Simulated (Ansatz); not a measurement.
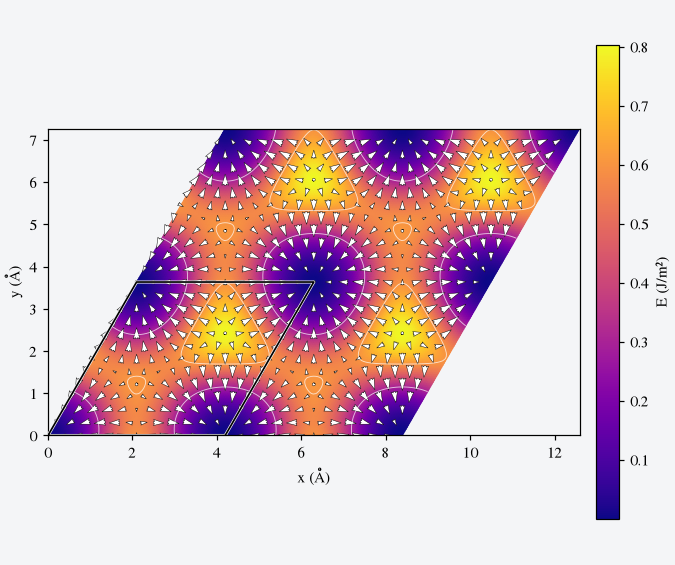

Energy landscape of CdS (P6_3mc, No. 186; 8 atoms in the cell). 
- Gamma surface: rigid slide across a plane, one fault a cell; the plane is (0 0 1) of the conventional cell, and the faces at the cut hold Cd and S.
- Places are given modulo a cell vector. The map is drawn in real space over the plane of the slide.
- Nothing is relaxed (rigid halves, spacing across the cut fixed).
- Grid: 12 × 12 points; 31 points were computed and 113 follow by symmetry.
- Energies are in J/m², from the lowest grid point.
- The calculation used Ansatz 0.2.0, DFT PBE, scalar-relativistic, plane waves, PAW. Settings: cutoff 420 eV, k-mesh 7×7×2 in the order of the run's cell vectors, gaussian smearing 0.05 eV, no spin polarisation.

The picture shows a smooth colour map with a few white contour lines, arrows along the force (downhill), their lengths compressed, the outline of one cell of the 2 × 2 shown. Between grid points the surface is interpolated. 

**Describe this landscape.**

The lowest grid point is at (0/12, 0/12) of the cell vectors. No other kind of well shows on this grid. The highest grid point, (8/12, 8/12) of the cell vectors, lies 0.80 J/m² above the lowest. On the interpolated surface the easiest way out of the lowest well to its copy in the next cell or period passes a barrier of about 0.57 J/m². The gap on the k-mesh is 1.1 eV at the lowest point and runs from 0.5 to 1.1 eV over the map.

Grid values (J/m²):

| slide along a2 ↓, slide along a1 → | 0/12 | 1/12 | 2/12 | 3/12 | 4/12 | 5/12 | 6/12 | 7/12 | 8/12 | 9/12 | 10/12 | 11/12 |
| --- | --- | --- | --- | --- | --- | --- | --- | --- | --- | --- | --- | --- |
| 11/12 | 0.02 | 0.02 | 0.08 | 0.19 | 0.35 | 0.52 | 0.63 | 0.63 | 0.52 | 0.35 | 0.19 | 0.08 |
| 10/12 | 0.10 | 0.07 | 0.10 | 0.19 | 0.33 | 0.51 | 0.65 | 0.71 | 0.65 | 0.51 | 0.33 | 0.19 |
| 9/12 | 0.23 | 0.17 | 0.17 | 0.23 | 0.35 | 0.51 | 0.66 | 0.76 | 0.76 | 0.66 | 0.51 | 0.35 |
| 8/12 | 0.40 | 0.31 | 0.28 | 0.31 | 0.40 | 0.52 | 0.65 | 0.76 | 0.80 | 0.76 | 0.65 | 0.52 |
| 7/12 | 0.54 | 0.46 | 0.42 | 0.42 | 0.46 | 0.54 | 0.63 | 0.71 | 0.76 | 0.76 | 0.71 | 0.63 |
| 6/12 | 0.60 | 0.56 | 0.53 | 0.52 | 0.53 | 0.56 | 0.60 | 0.63 | 0.65 | 0.66 | 0.65 | 0.63 |
| 5/12 | 0.54 | 0.56 | 0.58 | 0.59 | 0.59 | 0.58 | 0.56 | 0.54 | 0.52 | 0.51 | 0.51 | 0.52 |
| 4/12 | 0.40 | 0.46 | 0.53 | 0.59 | 0.61 | 0.59 | 0.53 | 0.46 | 0.40 | 0.35 | 0.33 | 0.35 |
| 3/12 | 0.23 | 0.31 | 0.42 | 0.52 | 0.59 | 0.59 | 0.52 | 0.42 | 0.31 | 0.23 | 0.19 | 0.19 |
| 2/12 | 0.10 | 0.17 | 0.28 | 0.42 | 0.53 | 0.58 | 0.53 | 0.42 | 0.28 | 0.17 | 0.10 | 0.08 |
| 1/12 | 0.02 | 0.07 | 0.17 | 0.31 | 0.46 | 0.56 | 0.56 | 0.46 | 0.31 | 0.17 | 0.07 | 0.02 |
| 0/12 | 0.00 | 0.02 | 0.10 | 0.23 | 0.40 | 0.54 | 0.60 | 0.54 | 0.40 | 0.23 | 0.10 | 0.02 |

Each point was launched as `ansatz run input.yaml --threads 2 --pin off --max-ram 4096MiB --backend cpu --events-out ev --progress --plain --runs-dir out`. Time for the 31 points that were run: 11 min on 2 threads of Arm Neoverse V2 (shared host).
